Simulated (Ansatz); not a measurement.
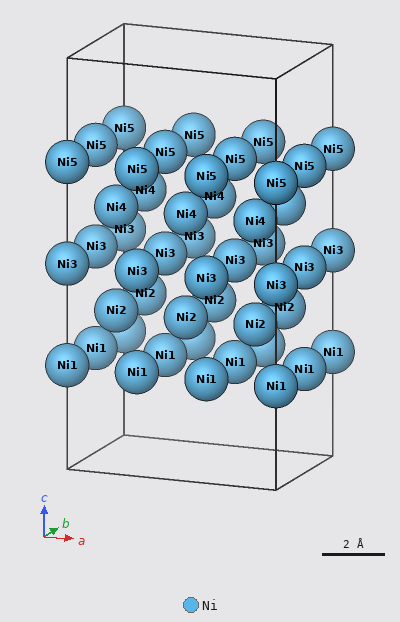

**Figure 1.** The starting structure (spheres-only view of the 3 × 2 repeat of the cell, with the vacuum cut short, seen slightly off an axis; atoms are numbered from 1 in the order of the input).

## Ni: geometry relaxation (part 1 of 2)

- system: Ni (slab, 5 atoms in the cell)
- method: DFT, PBEsol, all-electron LAPW, scalar-relativistic, spin-polarised (Ansatz 0.2.0)

It belongs to a series of runs on one base structure; here: atoms relaxed, LAPW. Figures and captions count atoms from 1; the log counts them from 0 in places.

## Log
```
The last accepted step is kept in [file] (removed where the run ends without a failure and the disk answers)
LAPW: plane waves up to 9.723 Å⁻¹, error target 1.0e-3 eV per atom; small_component_spin mean_spin; Ni in spheres of 1.168 Å, 18 of its electrons in bands, Dirac shells [] (how accurate: hamiltonian.pseudopotentials.lapw.basis_error, Limitations)
Engine: ansatz 0.2.0, aarch64-unknown-linux-gnu
Pseudopotentials: kind: all_electron
Pseudopotential: Ni, LAPW, valence charge 18, lapw/all_electron/scalar/gaussian/Ni, Koelling and Harmon's equation, gaussian nucleus
Functional definition: PBEsol
  exchange = pbesol_x
  correlation = pbesol_c
Crystal: 5 atoms, lattice volume = 137.591 Å³
Basis set: ecut = 360.1566609655268 eV, 2147 PW (Γ), exchange–correlation at level 2
Bands: 57, of which v1, the nominal top of the filled ones, is band 45 counted from 1 (44 counted from 0)
Symmetry: 8 space group operations
k-points: 45 of 289
Non-local potential: Ni, projectors of the file, none
Initial density: superposition of atomic densities (neutral atoms: chi_scale 0, normalization atom)
Starting moments: Σ|m| = 5 μB on 5 of 5 sites
Initial wavefunctions: plane waves of lowest kinetic energy (no species holds an atomic orbital)
Functional: x = pbesol(κ = 0.804, μ = 0.12345679012345678), c = pbesol(β = 0.046)
iter 1 solved again at ethr=1.17e-2 eV; its pass at ethr=1.00e-1 eV (dr2=1.05e1 eV) is discarded
SCF iter   1: F=—  HF=-206739.891859 eV  |F-HF|=—  |Δ(HF+E_count)|=         —  Δρ=1.72e-2 (↑1.04e-2 ↓1.72e-2)  dr2=1.06e1  dr2_m=1.05e-1  M=3.663 μB ∫|m|=3.899 μB  β_m=1.00  ethr=1.17e-2  p=-0.000 e·Å  D=-2.52e-14 V/Å  ΔV_dip=0.00 eV  dr2_dipole=4.09e-11  V_vac-E_F(+/−)=8.98/8.98 eV  ⟨swp⟩=2.0  Hψ=33845  notcnv=0
Mixer restart at iter 1: flushing history
efield: sawtooth ramp at fractional position 0.9500 (placed from the atoms, in the widest stretch of the axis that holds none; the zero of the levels goes with the place), width 0.1000; the density the first Hamiltonian is built on has a dipole p = 0.000 e·Å; the dipole correction subtracts the counter field D = 1.58e-11 V/Å, which shifts the + side's vacuum level by -0.00 eV against the − side's; the planar-averaged density in the ramp window peaks in size at 1.0e-6 e/Å³
preconditioner: auto → LDOS  [metal: Δε(μ)=0.004 eV  Ē_g=8.735 eV  σ=0.100 eV  W_gap=0.01  n_scr=18 (ndim 8)  ℏωp=22.4 eV  f_vac=0.562  D(μ)=9.34/eV (n_scr^D=92)]
spin=Collinear: LDOS preconditioning applied to the charge; magnetization (m = ρ↑ − ρ↓) channel mixes plain (no charge-response kernel on spin).
SCF iter   2: F=—  HF=-206739.169929 eV  |F-HF|=—  |Δ(HF+E_count)|=   7.22e-1  Δρ=8.14e-3 (↑6.11e-3 ↓8.14e-3)  dr2=4.68e0  dr2_m=5.13e-3  M=3.386 μB ∫|m|=3.740 μB  β_m=0.39  ethr=1.17e-2  p=-0.000 e·Å  D=-3.16e-7 V/Å  ΔV_dip=0.00 eV  dr2_dipole=2.40e-11  V_vac-E_F(+/−)=7.66/7.66 eV  ⟨swp⟩=2.1  Hψ=15396  notcnv=0
density mixer auto → msr1: a metal under ldos (density of states about μ 3.48 of a free-electron gas's, 18 screened modes)
SCF iter   3: F=—  HF=-206738.716059 eV  |F-HF|=—  |Δ(HF+E_count)|=   4.54e-1  Δρ=5.48e-3 (↑5.48e-3 ↓3.31e-3)  dr2=5.56e-1  dr2_m=1.33e-2  M=3.132 μB ∫|m|=3.580 μB  β_m=0.62  ethr=5.20e-3  p=0.000 e·Å  D=3.43e-7 V/Å  ΔV_dip=-0.00 eV  dr2_dipole=6.90e-11  V_vac-E_F(+/−)=5.91/5.91 eV  ⟨swp⟩=2.7  Hψ=15509  notcnv=0
SCF iter   4: F=—  HF=-206738.746817 eV  |F-HF|=—  |Δ(HF+E_count)|=         —  Δρ=2.32e-3 (↑2.32e-3 ↓1.05e-3)  dr2=6.84e-2  dr2_m=2.04e-3  M=3.215 μB ∫|m|=3.601 μB  β_m=0.58  ethr=6.18e-4  p=0.000 e·Å  D=6.76e-7 V/Å  ΔV_dip=-0.00 eV  dr2_dipole=1.03e-10  V_vac-E_F(+/−)=5.30/5.30 eV  ⟨swp⟩=2.5  Hψ=15435  notcnv=0  defer=5
the basis was enlarged: its passes take 2.1 MiB over the memory plan, 3 of 3 planned eigensolver slots
SCF iter   5: F=—  HF=-206738.757269 eV  |F-HF|=—  |Δ(HF+E_count)|=         —  Δρ=1.98e-3 (↑1.98e-3 ↓8.78e-4)  dr2=3.24e-2  dr2_m=2.38e-3  M=3.306 μB ∫|m|=3.678 μB  β_m=0.58  ethr=7.60e-5  p=0.000 e·Å  D=1.29e-6 V/Å  ΔV_dip=-0.00 eV  dr2_dipole=6.38e-11  V_vac-E_F(+/−)=5.13/5.13 eV  ⟨swp⟩=2.1  Hψ=14553  notcnv=0
SCF iter   6: F=—  HF=-206738.755274 eV  |F-HF|=—  |Δ(HF+E_count)|=   1.99e-3  Δρ=1.15e-3 (↑1.15e-3 ↓9.58e-4)  dr2=8.41e-3  dr2_m=1.03e-3  M=3.324 μB ∫|m|=3.688 μB  β_m=0.69  ethr=3.60e-5  p=-0.000 e·Å  D=-4.56e-7 V/Å  ΔV_dip=0.00 eV  dr2_dipole=1.37e-10  V_vac-E_F(+/−)=5.03/5.03 eV  ⟨swp⟩=2.0  Hψ=14560  notcnv=0
SCF iter   7: F=—  HF=-206738.757176 eV  |F-HF|=—  |Δ(HF+E_count)|=   1.90e-3  Δρ=6.53e-4 (↑6.53e-4 ↓3.35e-4)  dr2=4.78e-3  dr2_m=9.16e-5  M=3.305 μB ∫|m|=3.695 μB  β_m=0.72  ethr=9.34e-6  p=-0.000 e·Å  D=-2.98e-7 V/Å  ΔV_dip=0.00 eV  dr2_dipole=2.17e-10  V_vac-E_F(+/−)=5.01/5.01 eV  ⟨swp⟩=2.0  Hψ=14526  notcnv=0
SCF iter   8: F=—  HF=-206738.757819 eV  |F-HF|=—  |Δ(HF+E_count)|=   6.43e-4  Δρ=3.08e-4 (↑2.93e-4 ↓3.08e-4)  dr2=1.60e-3  dr2_m=6.37e-6  M=3.306 μB ∫|m|=3.707 μB  β_m=0.86  ethr=5.31e-6  p=-0.000 e·Å  D=-2.62e-7 V/Å  ΔV_dip=0.00 eV  dr2_dipole=1.42e-9  V_vac-E_F(+/−)=5.02/5.02 eV  ⟨swp⟩=2.0  Hψ=14545  notcnv=0
SCF iter   9: F=—  HF=-206738.758117 eV  |F-HF|=—  |Δ(HF+E_count)|=   2.98e-4  Δρ=3.35e-4 (↑1.39e-4 ↓3.35e-4)  dr2=1.51e-3  dr2_m=3.83e-5  M=3.308 μB ∫|m|=3.713 μB  β_m=0.80  ethr=1.77e-6  p=-0.000 e·Å  D=-5.17e-7 V/Å  ΔV_dip=0.00 eV  dr2_dipole=1.26e-8  V_vac-E_F(+/−)=5.06/5.06 eV  ⟨swp⟩=2.3  Hψ=14571  notcnv=0
SCF iter  10: F=—  HF=-206738.758180 eV  |F-HF|=—  |Δ(HF+E_count)|=   6.38e-5  Δρ=1.68e-4 (↑8.19e-5 ↓1.68e-4)  dr2=6.76e-4  dr2_m=7.42e-6  M=3.310 μB ∫|m|=3.715 μB  β_m=0.90  ethr=1.68e-6  p=0.000 e·Å  D=1.25e-6 V/Å  ΔV_dip=-0.00 eV  dr2_dipole=2.99e-8  V_vac-E_F(+/−)=5.06/5.06 eV  ⟨swp⟩=2.0  Hψ=14528  notcnv=0
iter 11 solved again at ethr=3.71e-8 eV; its pass at ethr=7.51e-7 eV (dr2=3.34e-5 eV) is discarded
SCF iter  11: F=—  HF=-206738.758201 eV  |F-HF|=—  |Δ(HF+E_count)|=   2.06e-5  Δρ=4.60e-5 (↑4.38e-5 ↓4.60e-5)  dr2=3.35e-5  dr2_m=6.67e-7  M=3.310 μB ∫|m|=3.714 μB  β_m=0.92  ethr=3.71e-8  p=-0.000 e·Å  D=-2.72e-6 V/Å  ΔV_dip=0.00 eV  dr2_dipole=2.85e-7  V_vac-E_F(+/−)=5.05/5.05 eV  ⟨swp⟩=2.0  Hψ=25004  notcnv=0
SCF iter  12: F=—  HF=-206738.758202 eV  |F-HF|=—  |Δ(HF+E_count)|=   6.94e-7  Δρ=3.01e-5 (↑2.07e-5 ↓3.01e-5)  dr2=2.26e-5  dr2_m=2.48e-7  M=3.309 μB ∫|m|=3.713 μB  β_m=0.83  ethr=3.71e-8  p=0.000 e·Å  D=3.08e-6 V/Å  ΔV_dip=-0.00 eV  dr2_dipole=2.47e-7  V_vac-E_F(+/−)=5.05/5.05 eV  ⟨swp⟩=3.0  Hψ=15203  notcnv=0
SCF iter  13: F=—  HF=-206738.758199 eV  |F-HF|=—  |Δ(HF+E_count)|=   3.06e-6  Δρ=1.38e-5 (↑1.38e-5 ↓1.37e-5)  dr2=4.27e-6  dr2_m=7.04e-8  M=3.309 μB ∫|m|=3.713 μB  β_m=0.83  ethr=2.51e-8  p=-0.000 e·Å  D=-1.56e-6 V/Å  ΔV_dip=0.00 eV  dr2_dipole=5.59e-8  V_vac-E_F(+/−)=5.05/5.05 eV  ⟨swp⟩=2.7  Hψ=14594  notcnv=0
SCF iter  14: F=—  HF=-206738.758199 eV  |F-HF|=—  |Δ(HF+E_count)|=   1.85e-8  Δρ=8.27e-6 (↑8.27e-6 ↓7.08e-6)  dr2=1.56e-6  dr2_m=5.50e-9  M=3.309 μB ∫|m|=3.712 μB  β_m=0.76  ethr=4.74e-9  p=0.000 e·Å  D=1.29e-6 V/Å  ΔV_dip=-0.00 eV  dr2_dipole=2.90e-8  V_vac-E_F(+/−)=5.05/5.05 eV  ⟨swp⟩=2.4  Hψ=14567  notcnv=0
SCF iter  15: F=—  HF=-206738.758199 eV  |F-HF|=—  |Δ(HF+E_count)|=   4.73e-8  Δρ=6.70e-6 (↑5.86e-6 ↓6.70e-6)  dr2=1.49e-6  dr2_m=2.61e-9  M=3.309 μB ∫|m|=3.712 μB  β_m=0.59  ethr=1.73e-9  p=-0.000 e·Å  D=-9.81e-7 V/Å  ΔV_dip=0.00 eV  dr2_dipole=1.26e-8  V_vac-E_F(+/−)=5.05/5.05 eV  ⟨swp⟩=2.0  Hψ=14524  notcnv=0
SCF iter  16: F=—  HF=-206738.758199 eV  |F-HF|=—  |Δ(HF+E_count)|=   7.60e-9  Δρ=4.55e-6 (↑4.55e-6 ↓4.54e-6)  dr2=5.78e-7  dr2_m=1.14e-9  M=3.309 μB ∫|m|=3.712 μB  β_m=0.54  ethr=1.65e-9  p=0.000 e·Å  D=1.76e-6 V/Å  ΔV_dip=-0.00 eV  dr2_dipole=5.58e-8  V_vac-E_F(+/−)=5.05/5.05 eV  ⟨swp⟩=2.0  Hψ=14524  notcnv=0
SCF iter  17: F=—  HF=-206738.758199 eV  |F-HF|=—  |Δ(HF+E_count)|=   3.26e-8  Δρ=3.41e-6 (↑3.23e-6 ↓3.41e-6)  dr2=2.09e-7  dr2_m=3.62e-10  M=3.309 μB ∫|m|=3.712 μB  β_m=0.68  ethr=6.42e-10  p=-0.000 e·Å  D=-9.35e-8 V/Å  ΔV_dip=0.00 eV  dr2_dipole=6.97e-11  V_vac-E_F(+/−)=5.05/5.05 eV  ⟨swp⟩=2.0  Hψ=14524  notcnv=0
SCF iter  18: F=-206738.758198 eV  HF=-206738.758199 eV  |F-HF|=1.17e-6  |Δ(HF+E_count)|=   1.17e-7  Δρ=8.58e-6 (↑2.94e-6 ↓8.58e-6)  dr2=4.75e-7  dr2_m=1.03e-8  M=3.309 μB ∫|m|=3.712 μB  ethr=2.32e-10  p=0.000 e·Å  D=1.52e-7 V/Å  ΔV_dip=-0.00 eV  dr2_dipole=9.78e-11  V_vac-E_F(+/−)=5.05/5.05 eV  ⟨swp⟩=2.0  Hψ=14524  notcnv=0
SCF 1 converged in 18 iterations: F = -206738.758198 eV  dr2 = 4.75e-7
relax step   1: F+E_penalty+E_count = -206738.75819762 eV  Δ(F+E_penalty+E_count) = +0.000e0 eV  max|allowed force component| = 8.074e-4 eV/Å  Δτ_max = 0.0000 Å  (18 SCF iters, dr2 threshold 2.50e-6 eV, accepted)
Initial density: handed on by an earlier stage of this run
Starting moments: Σ|m| = 5 μB on 5 of 5 sites; this step starts from the density that it was given
Initial wavefunctions: those handed on with the density
iter 1 solved again at ethr=1.08e-11 eV; its pass at ethr=1.00e-1 eV (dr2=9.75e-9 eV) is discarded
SCF iter   1: F=—  HF=-206738.758199 eV  |F-HF|=—  |Δ(HF+E_count)|=         —  Δρ=1.34e-6 (↑1.34e-6 ↓8.28e-7)  dr2=9.72e-9  dr2_m=1.06e-9  M=3.309 μB ∫|m|=3.712 μB  β_m=1.00  ethr=1.08e-11  p=0.000 e·Å  D=1.52e-7 V/Å  ΔV_dip=-0.00 eV  dr2_dipole=6.18e-10  V_vac-E_F(+/−)=5.05/5.05 eV  ⟨swp⟩=2.0  Hψ=20734  notcnv=0
efield: sawtooth ramp at fractional position 0.9500 (handed on by an earlier solve), width 0.1000; the density the first Hamiltonian is built on has a dipole p = 0.000 e·Å; the dipole correction subtracts the counter field D = 1.51e-7 V/Å, which shifts the + side's vacuum level by -0.00 eV against the − side's; the planar-averaged density in the ramp window peaks in size at 2.5e-7 e/Å³
preconditioner: auto → LDOS  [metal: Δε(μ)=0.002 eV  Ē_g=7.750 eV  σ=0.100 eV  W_gap=0.00  n_scr=12 (ndim 8)  ℏωp=22.4 eV  f_vac=0.573  D(μ)=8.45/eV (n_scr^D=84)]
spin=Collinear: LDOS preconditioning applied to the charge; magnetization (m = ρ↑ − ρ↓) channel mixes plain (no charge-response kernel on spin).
SCF iter   2: F=—  HF=-206738.758199 eV  |F-HF|=—  |Δ(HF+E_count)|=   1.40e-9  Δρ=6.36e-7 (↑6.36e-7 ↓4.56e-7)  dr2=4.12e-9  dr2_m=2.89e-11  M=3.309 μB ∫|m|=3.712 μB  β_m=0.34  ethr=1.08e-11  p=0.000 e·Å  D=1.51e-8 V/Å  ΔV_dip=-0.00 eV  dr2_dipole=3.71e-12  V_vac-E_F(+/−)=5.05/5.05 eV  ⟨swp⟩=2.2  Hψ=14549  notcnv=0
density mixer auto → msr1: a metal under ldos (density of states about μ 3.62 of a free-electron gas's, 18 screened modes)
SCF iter   3: F=—  HF=-206738.758199 eV  |F-HF|=—  |Δ(HF+E_count)|=   3.35e-9  Δρ=4.94e-7 (↑4.46e-7 ↓4.94e-7)  dr2=3.01e-9  dr2_m=1.50e-11  M=3.309 μB ∫|m|=3.712 μB  β_m=0.67  ethr=4.58e-12  p=-0.000 e·Å  D=-1.58e-8 V/Å  ΔV_dip=0.00 eV  dr2_dipole=2.01e-12  V_vac-E_F(+/−)=5.05/5.05 eV  ⟨swp⟩=3.0  Hψ=15322  notcnv=0
SCF iter   4: F=—  HF=-206738.758199 eV  |F-HF|=—  |Δ(HF+E_count)|=   5.21e-9  Δρ=4.06e-7 (↑3.62e-7 ↓4.06e-7)  dr2=2.30e-9  dr2_m=2.02e-12  M=3.309 μB ∫|m|=3.712 μB  β_m=0.83  ethr=4.09e-12 (applied; sched 3.35e-12)  p=-0.000 e·Å  D=-3.07e-8 V/Å  ΔV_dip=0.00 eV  dr2_dipole=2.16e-11  V_vac-E_F(+/−)=5.05/5.05 eV  ⟨swp⟩=3.0  Hψ=15943  notcnv=0
SCF iter   5: F=—  HF=-206738.758199 eV  |F-HF|=—  |Δ(HF+E_count)|=  9.31e-10  Δρ=3.40e-7 (↑3.40e-7 ↓3.39e-7)  dr2=1.47e-9  dr2_m=1.35e-12  M=3.309 μB ∫|m|=3.712 μB  β_m=0.92  ethr=3.87e-12 (applied; sched 2.56e-12)  p=0.000 e·Å  D=1.21e-8 V/Å  ΔV_dip=-0.00 eV  dr2_dipole=3.52e-11  V_vac-E_F(+/−)=5.05/5.05 eV  ⟨swp⟩=3.0  Hψ=15234  notcnv=0
SCF iter   6: F=—  HF=-206738.758199 eV  |F-HF|=—  |Δ(HF+E_count)|=   1.83e-9  Δρ=3.70e-7 (↑2.89e-7 ↓3.70e-7)  dr2=1.91e-9  dr2_m=5.08e-12  M=3.309 μB ∫|m|=3.712 μB  β_m=0.82  ethr=3.79e-12 (applied; sched 1.64e-12)  p=-0.000 e·Å  D=-5.48e-8 V/Å  ΔV_dip=0.00 eV  dr2_dipole=9.39e-11  V_vac-E_F(+/−)=5.05/5.05 eV  ⟨swp⟩=3.0  Hψ=14886  notcnv=0
SCF iter   7: F=—  HF=-206738.758199 eV  |F-HF|=—  |Δ(HF+E_count)|=   3.20e-9  Δρ=2.56e-7 (↑1.64e-7 ↓2.56e-7)  dr2=7.50e-10  dr2_m=4.59e-12  M=3.309 μB ∫|m|=3.712 μB  β_m=0.91  ethr=3.70e-12 (applied; sched 1.64e-12)  p=-0.000 e·Å  D=-8.12e-9 V/Å  ΔV_dip=0.00 eV  dr2_dipole=2.33e-12  V_vac-E_F(+/−)=5.05/5.05 eV  ⟨swp⟩=2.8  Hψ=14652  notcnv=0
SCF iter   8: F=-206738.758199 eV  HF=-206738.758199 eV  |F-HF|=7.38e-8  |Δ(HF+E_count)|=   6.32e-9  Δρ=2.32e-6 (↑5.77e-7 ↓2.32e-6)  dr2=2.60e-8  dr2_m=1.00e-9  M=3.309 μB ∫|m|=3.712 μB  ethr=3.62e-12 (applied; sched 1.00e-12)  p=-0.000 e·Å  D=-6.89e-8 V/Å  ΔV_dip=0.00 eV  dr2_dipole=3.13e-12  V_vac-E_F(+/−)=5.05/5.05 eV  ⟨swp⟩=2.0  Hψ=14524  notcnv=0
SCF 2 converged in 8 iterations: F = -206738.758199 eV  dr2 = 2.60e-8
relax step   2: F+E_penalty+E_count = -206738.75819867 eV  Δ(F+E_penalty+E_count) = -1.056e-6 eV  max|allowed force component| = 6.384e-4 eV/Å  Δτ_max = 0.0000 Å  (8 SCF iters, accepted)
```
